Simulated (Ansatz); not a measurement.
## Run report: TiAl₃, single-point calculation

TiAl₃ (slab, 8 atoms in the cell), computed with DFT PBE, scalar-relativistic, plane waves, PAW, PAW set soft_1, no spin polarisation (Ansatz 0.2.0).

The structure derives from a Materials Project entry. Figures and captions count atoms from 1; the log counts them from 0 in places.

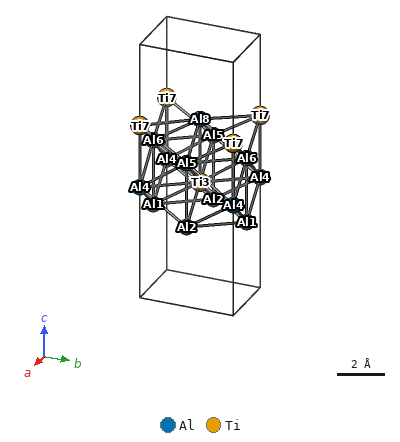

The structure (ball-and-stick view of the cell of the calculation, with the vacuum cut short, seen slightly off an axis; atoms are numbered from 1 in the order of the input). An atom can appear more than once, as a periodic image.

**Key numbers**

```json
{"quantity": "outcome", "value": "converged"}
{"quantity": "electrons treated", "value": "42"}
{"quantity": "free energy", "value": "−8222.1985 eV"}
{"quantity": "work function, top face", "value": "3.96 eV"}
{"quantity": "work function, bottom face", "value": "4.18 eV"}
{"quantity": "Fermi energy", "value": "−0.665 eV"}
{"quantity": "gap on the k-point mesh", "value": "none (metallic)"}
{"quantity": "work function (upper face)", "value": "3.96 eV"}
{"quantity": "largest force (length of the vector)", "value": "0.635 eV/Å"}
{"quantity": "hardware", "value": "1 thread of Arm Neoverse V2, 24 GiB of memory available, shared host"}
{"quantity": "wall time", "value": "15 s"}
{"quantity": "peak memory", "value": "0.57 GiB"}
```

**Input file**
```yaml
crystal:
  lattice:
    - [5.0969736982, 0.0, 0.0]
    - [2.1961599276, 4.5995676375, 0.0]
    - [0.0, 0.0, 22.1361793001]
  atoms:
    - { symbol: Al, position: [0.5, 0.0, 0.1806996567] }
    - { symbol: Al, position: [0.0, 0.5, 0.1806996567] }
    - { symbol: Ti, position: [0.5, 0.5, 0.2421138092] }
    - { symbol: Al, position: [0.0, 0.0, 0.2421138092] }
    - { symbol: Al, position: [0.0, 0.5, 0.3076271391] }
    - { symbol: Al, position: [0.5, 0.0, 0.3076271391] }
    - { symbol: Ti, position: [0.0, 0.0, 0.3646643612] }
    - { symbol: Al, position: [0.5, 0.5, 0.3675512016] }
basis:
  ecutwfc: 420
kpoints:
  mp_grid: { grid: [6, 6, 1] }
hamiltonian:
  xc: pbe
  pseudopotentials: { kind: paw, azcp: { folder: soft_1 } }
scf:
  occupations: { method: gaussian, width: 0.1 }
output:
  forces: true
  eigenvalues: true
efield:
  axis: 3
  dipole_correction: true
  ramp_width: 0.04
```

Launch command:
```bash
ansatz run input.yaml --threads 1 --pin off --max-ram 3072MiB --backend cpu --events-out ev --progress --plain --runs-dir out
```

**What the program printed**
```
Engine: ansatz 0.2.0, aarch64-unknown-linux-gnu
Pseudopotentials: kind: paw
Pseudopotential: Al, paw, valence charge 3, recommended cutoff 420 eV (normal), [file]
Pseudopotential: Ti, paw, valence charge 12, recommended cutoff 420 eV (normal), [file]
Functional definition: PBE
  parameter kappa = 0.804
  parameter beta = 0.06672455060314922
  exchange = pbe_x(kappa = kappa, mu = beta*pi^2/3)
  correlation = pbe_c(beta = beta)
Crystal: 8 atoms, lattice volume = 518.958 Å³
Basis set: ecut = 420 eV, 10183 PW (Γ), exchange–correlation on 72×72×300 points (8 copies of the dense FFT grid, shifted against one another)
Bands: 29, of which v1, the nominal top of the filled ones, is band 21 counted from 1 (20 counted from 0)
Symmetry: 4 space group operations
Space group: Cmm2 (ITA 35), of the structure as read, at distance tolerance 8.0e-5 Å
k-points: 13 of 36
Non-local potential: Al, projectors of the file, l = 0: 2, l = 1: 2, l = 2: 1
Non-local potential: Ti, projectors of the file, l = 0: 3, l = 1: 2, l = 2: 3, l = 3: 1
PAW form: soft (Blöchl's): semilocal exchange-correlation on the pseudo side does not see the compensation charge
PAW one-centre angular grid: Al, 110 points (default); XC on 64 Gauss nodes
PAW one-centre angular grid: Ti, 590 points (default); XC on 64 Gauss nodes
Initial density: superposition of atomic densities (neutral atoms: chi_scale 0, normalization atom)
Initial wavefunctions: pseudopotential atomic-orbital guess
Functional: x = pbe(κ = 0.804, μ = 0.2195149727645171), c = pbe(β = 0.06672455060314922)
SCF iter   1: F=—  HF=-8225.518983 eV  |F-HF|=—  |Δ(HF+E_count)|=         —  Δρ=2.67e-2  dr2=2.26e1  ethr=3.10e-3  p=0.000 e·Å  D=2.37e-7 V/Å  ΔV_dip=-0.00 eV  dr2_dipole=2.15e-1  V_vac-E_F(+/−)=7.17/7.17 eV  ⟨swp⟩=8.6  Hψ=2110  notcnv=0
efield: sawtooth ramp at fractional position 0.7541 (placed from the atoms, in the widest stretch of the axis that holds none; the zero of the levels goes with the place), width 0.0400; the density the first Hamiltonian is built on has a dipole p = 0.000 e·Å; the dipole correction subtracts the counter field D = 2.37e-7 V/Å, which shifts the + side's vacuum level by -0.00 eV against the − side's; the planar-averaged density in the ramp window peaks in size at 5.8e-7 e/Å³
preconditioner: auto → LDOS  [metal: Δε(μ)=0.061 eV  Ē_g=4.521 eV  σ=0.100 eV  W_gap=0.33  n_scr=62 (ndim 8)  ℏωp=8.3 eV  f_vac=0.591  D(μ)=8.00/eV (n_scr^D=48)  β→1.0]
SCF iter   2: F=—  HF=-8222.505077 eV  |F-HF|=—  |Δ(HF+E_count)|=    3.01e0  Δρ=1.53e-2  dr2=3.41e0  ethr=3.10e-3  p=-0.215 e·Å  D=-7.48e-2 V/Å  ΔV_dip=1.66 eV  dr2_dipole=7.44e-1  V_vac-E_F(+/−)=4.81/3.16 eV  ⟨swp⟩=4.0  Hψ=1016  notcnv=0  defer=31
SCF iter   3: F=—  HF=-8222.253924 eV  |F-HF|=—  |Δ(HF+E_count)|=   2.51e-1  Δρ=5.71e-3  dr2=6.56e-1  ethr=3.10e-3  p=-0.043 e·Å  D=-1.51e-2 V/Å  ΔV_dip=0.33 eV  dr2_dipole=5.66e-2  V_vac-E_F(+/−)=4.77/4.43 eV  ⟨swp⟩=3.5  Hψ=817  notcnv=0  defer=26
SCF iter   4: F=—  HF=-8222.205983 eV  |F-HF|=—  |Δ(HF+E_count)|=   4.79e-2  Δρ=2.20e-3  dr2=7.24e-2  ethr=1.56e-3  p=-0.008 e·Å  D=-2.65e-3 V/Å  ΔV_dip=0.06 eV  dr2_dipole=3.59e-3  V_vac-E_F(+/−)=4.27/4.22 eV  ⟨swp⟩=2.3  Hψ=524  notcnv=0  defer=25
SCF iter   5: F=—  HF=-8222.198395 eV  |F-HF|=—  |Δ(HF+E_count)|=   7.59e-3  Δρ=6.32e-4  dr2=5.57e-3  ethr=1.72e-4  p=0.008 e·Å  D=2.84e-3 V/Å  ΔV_dip=-0.06 eV  dr2_dipole=9.33e-4  V_vac-E_F(+/−)=4.05/4.12 eV  ⟨swp⟩=2.0  Hψ=493  notcnv=0  defer=25
SCF iter   6: F=—  HF=-8222.198321 eV  |F-HF|=—  |Δ(HF+E_count)|=   7.43e-5  Δρ=2.78e-4  dr2=6.65e-4  ethr=1.33e-5  p=0.021 e·Å  D=7.28e-3 V/Å  ΔV_dip=-0.16 eV  dr2_dipole=4.30e-5  V_vac-E_F(+/−)=4.00/4.16 eV  ⟨swp⟩=2.0  Hψ=510  notcnv=0  defer=25
SCF iter   7: F=—  HF=-8222.198388 eV  |F-HF|=—  |Δ(HF+E_count)|=   6.76e-5  Δρ=6.39e-5  dr2=5.03e-5  ethr=1.58e-6  p=0.027 e·Å  D=9.34e-3 V/Å  ΔV_dip=-0.21 eV  dr2_dipole=1.34e-7  V_vac-E_F(+/−)=3.97/4.18 eV  ⟨swp⟩=2.3  Hψ=543  notcnv=0  defer=25
SCF iter   8: F=—  HF=-8222.198474 eV  |F-HF|=—  |Δ(HF+E_count)|=   8.63e-5  Δρ=3.32e-5  dr2=9.39e-6  ethr=1.20e-7  p=0.028 e·Å  D=9.69e-3 V/Å  ΔV_dip=-0.21 eV  dr2_dipole=1.14e-7  V_vac-E_F(+/−)=3.96/4.18 eV  ⟨swp⟩=2.4  Hψ=580  notcnv=0  defer=25
SCF iter   9: F=—  HF=-8222.198475 eV  |F-HF|=—  |Δ(HF+E_count)|=   7.51e-7  Δρ=9.01e-6  dr2=6.28e-7  ethr=2.24e-8  p=0.028 e·Å  D=9.75e-3 V/Å  ΔV_dip=-0.22 eV  dr2_dipole=3.10e-8  V_vac-E_F(+/−)=3.96/4.18 eV  ⟨swp⟩=2.7  Hψ=576  notcnv=0  defer=25
SCF iter  10: F=-8222.198476 eV  HF=-8222.198476 eV  |F-HF|=4.88e-8  |Δ(HF+E_count)|=   3.98e-7  Δρ=2.18e-6  dr2=3.94e-8  ethr=2.38e-10  p=0.028 e·Å  D=9.73e-3 V/Å  ΔV_dip=-0.22 eV  dr2_dipole=3.02e-9  V_vac-E_F(+/−)=3.96/4.18 eV  ⟨swp⟩=17.2  Hψ=2345  notcnv=0
SCF 1 converged in 10 iterations: F = -8222.198476 eV  dr2 = 3.94e-8
  greatest PAW one-centre occupation: 0.999 electrons in one spin orbital (limit 2), on the Ti atom at site 2 (counted from 0), in its partial waves of l = 0
```

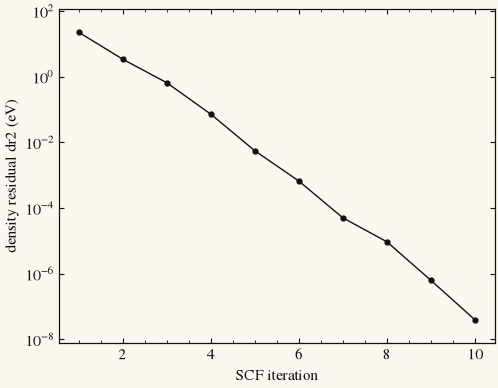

Convergence of the self-consistent field: density residual dr2 against the SCF iteration. The residual falls at every step.

```
SCF converged after 10 iterations
Free energy (F): -8222.198476 eV
Harris-Foulkes:  -8222.198476 eV  (|F-HF|=4.88e-8)
Internal energy: -8222.157456 eV  (E = F + TS)
E sigma→0 (E₀):  -8222.177966 eV
Entropy (-TS):   -0.041019 eV (-5.127 meV/atom)
Fermi energy:    -0.665117 eV
Dipole field:    D = 0.009777 V/Å  (p = 0.028040 e·Å, saw-weighted, corrected)
Work function:   Φ+ = 3.9622 eV   Φ− = 4.1787 eV
Levels:          The Fermi level and band energies are counted from a zero that moves with the ramp; work functions are not
--- Per-component energies (eV) ---
  E_band       = -727.969525
  E_kinetic    = 685.231274
  E_local      = -16899.217340  (includes V_loc(G=0)·N_el)
  E_nonlocal   = 184.456787
  E_hartree    = 8062.726167
  E_xc         = -450.748865
  E_vxc        = -455.486338  (∫ρ·V_xc dr)
  E_paw        = -4901.121765  (= ΣΔE_a)
  E_vpaw       = -368.288194  (= ΣTr[D̂ρ^β])
  E_aug_tail   = -0.000169  (compensation charges beyond the density's cutoff)
  E_efield     = 0.000137  (sawtooth field / dipole correction)
  E_vefield    = -0.113790  (∫n·V_field dr)
  E_ewald      = 5096.516317
  E_smearing   = -0.041019  (= −TS)
  E_closure    = -0.000000  (closes the sum)
  Σ components = -8222.198476   (vs F -8222.198476, Δ=0.00e0)
--- Forces (eV/Å), atoms counted from 1 ---
  atom   1  Al     0.00000000     0.00000000     0.59589669
  atom   2  Al    -0.00000000     0.00000000     0.59589669
  atom   3  Ti    -0.00000000     0.00000000    -0.55961310
  atom   4  Al    -0.00000000     0.00000000    -0.63464441
  atom   5  Al     0.00000000     0.00000000    -0.00275843
  atom   6  Al    -0.00000000     0.00000000    -0.00275843
  atom   7  Ti     0.00000000     0.00000000     0.00767860
  atom   8  Al    -0.00000000     0.00000000     0.00020979
  max |Σ_I F_I| component: 9.26e-5 eV/Å
--- Band table (eV; the first three rows and the last of 13) ---
  k-point 0: bands = ["-57.6873", "-57.3123", "-34.1339", "-33.9718", "-33.8070", "-33.6703", "-33.5769", "-33.5290", "-9.5584", "-7.3054", "-4.5607", "-3.9584", "-3.6102", "-2.8213", "-2.6937", "-2.5993", "-1.8093", "-1.7759", "-1.7484", "-1.4991", "-1.0955", "-0.8364", "-0.5324", "0.0057", "0.7050", "0.9928", "1.0917", "1.4343", "1.5987"]
  k-point 1: bands = ["-57.6873", "-57.3123", "-34.1339", "-33.9719", "-33.8072", "-33.6702", "-33.5770", "-33.5293", "-9.3637", "-7.1319", "-5.2336", "-4.4507", "-3.5412", "-3.1645", "-2.9014", "-2.2776", "-1.9494", "-1.5420", "-1.3993", "-1.1881", "-1.1125", "-0.8990", "-0.4398", "-0.1175", "0.7294", "0.8339", "1.0317", "1.3382", "1.4813"]
  k-point 2: bands = ["-57.6873", "-57.3123", "-34.1338", "-33.9721", "-33.8078", "-33.6701", "-33.5773", "-33.5298", "-8.7920", "-6.8169", "-6.4011", "-4.7613", "-4.0677", "-3.5804", "-3.2633", "-2.2136", "-1.7761", "-1.3835", "-1.2252", "-1.1730", "-0.8644", "-0.6202", "-0.1766", "0.0927", "0.5481", "0.7678", "0.9250", "1.2323", "1.6819"]
  k-point 12: bands = ["-57.6873", "-57.3123", "-34.1337", "-33.9726", "-33.8073", "-33.6701", "-33.5781", "-33.5294", "-8.0445", "-7.1549", "-5.9832", "-5.7845", "-4.6808", "-3.6046", "-2.7415", "-2.7066", "-2.4722", "-1.4748", "-1.0340", "-0.5822", "-0.5272", "-0.4334", "-0.1621", "-0.0767", "0.1290", "0.3935", "0.6370", "1.1989", "1.7096"]
```

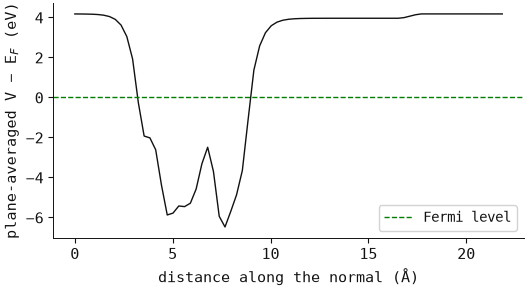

Plane average of the electrostatic potential energy of an electron across the cell, from the Fermi level. The vacuum level lies 3.96 eV above the Fermi level on the upper side and 4.18 eV on the lower.

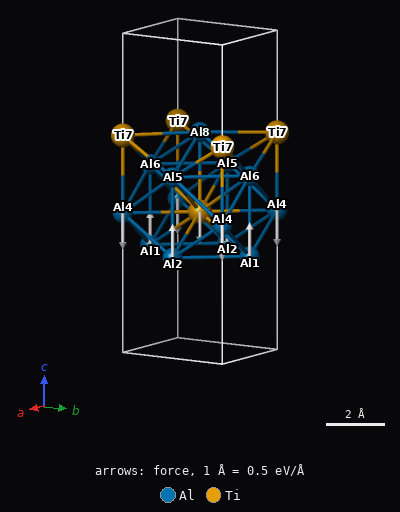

Forces on the atoms as white arrows (ball-and-stick view of the cell of the calculation, with the vacuum cut short, seen slightly off an axis; atoms are numbered from 1 in the order of the input); the smallest are left out. The largest act on Al4 (0.63 eV/Å); Al1, Al2 (0.60 eV/Å); Ti3 (0.56 eV/Å). The geometry is not a stationary point of this energy.
